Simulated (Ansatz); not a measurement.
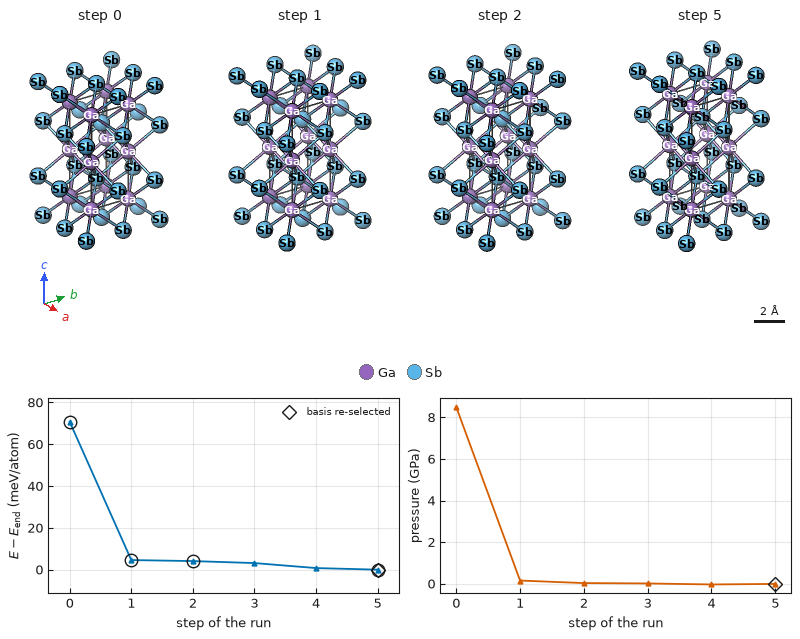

Frames of a relaxation of solid GaSb (a generated structure, set up in P6_3/mmc) (coarse preliminary run), marked on the history of the run. A ball-and-stick model of the cell of the calculation, seen slightly off an axis.

Theory: Ansatz, DFT PBE, scalar-relativistic, plane waves, PAW.

Input
```yaml
crystal:
  lattice:
    - [3.948, 0.0, 0.0]
    - [-1.974, 3.41906829, 0.0]
    - [0.0, 0.0, 6.50468385]
  atoms:
    - { symbol: Ga, position: [0.0, 0.0, 0.0] }
    - { symbol: Ga, position: [0.0, 0.0, 0.5] }
    - { symbol: Sb, position: [0.33333333, 0.66666667, 0.75] }
    - { symbol: Sb, position: [0.66666667, 0.33333333, 0.25] }
basis:
  ecutwfc: 420
kpoints:
  mp_grid: { grid: [6, 6, 4] }
hamiltonian:
  xc: pbe
scf:
  occupations: { method: gaussian, width: 0.1 }
  lower_state_search: "off"
output:
  forces: true
  stress: true
  eigenvalues: true
relax:
  adjacent_minimum: "off"
  f_tol: 0.04
  max_steps: 70
  cell: { stress_tol: 0.4 }
```

Launched with:
```bash
ansatz run input.yaml --threads 1 --pin off --max-ram 2048MiB --backend cpu --events-out ev --progress --plain --runs-dir out
```

Question: Describe the path.

Answer: The atoms keep their places relative to the cell (all moves are under 0.005 Å). Cell: a = b 3.948 → 4.005 Å (+1.4 %), c 6.505 → 7.078 Å (+8.8 %). Volume +12.0 %. Some distances before and after: Ga1–Sb3 2.800 → 2.911 Å. Bond angles that change, for instance: Ga1–Sb4–Ga2 71.0° → 74.9°, Sb3–Ga2–Sb3 89.7° → 86.9°, Ga1–Sb4–Ga1 89.7° → 86.9°. The space group stays P6_3/mmc (No. 194). The energy falls by 70.7 meV per atom in 4 accepted moves (5 points after the start). All forces vanish by symmetry, so only the cell relaxes. Pressure: 8.49 GPa at the start and −0.01 GPa at the end. The SCF was repeated once at an unchanged geometry on a basis and grid sized afresh for the cell, which shifted the energy by 0.8 meV per atom at most. From step 0 to 1: volume +12.2 %, energy −66.1 meV per atom. From step 1 to 2: volume +0.1 %, energy −0.5 meV per atom. From step 2 to 5: volume −0.4 %, energy −4.1 meV per atom.

| step | E − E(0), meV/atom | pressure, GPa | volume, Å³/atom | note |
| --- | --- | --- | --- | --- |
| 0 | 0.00 | 8.49 | 21.951 |  |
| 1 | -66.13 | 0.15 | 24.629 |  |
| 2 | -66.61 | 0.03 | 24.663 |  |
| 3 | -67.56 | 0.01 | 24.643 |  |
| 4 | -69.95 | -0.03 | 24.575 |  |
| 5 | -70.72 | -0.01 | 24.575 | same geometry, new basis |
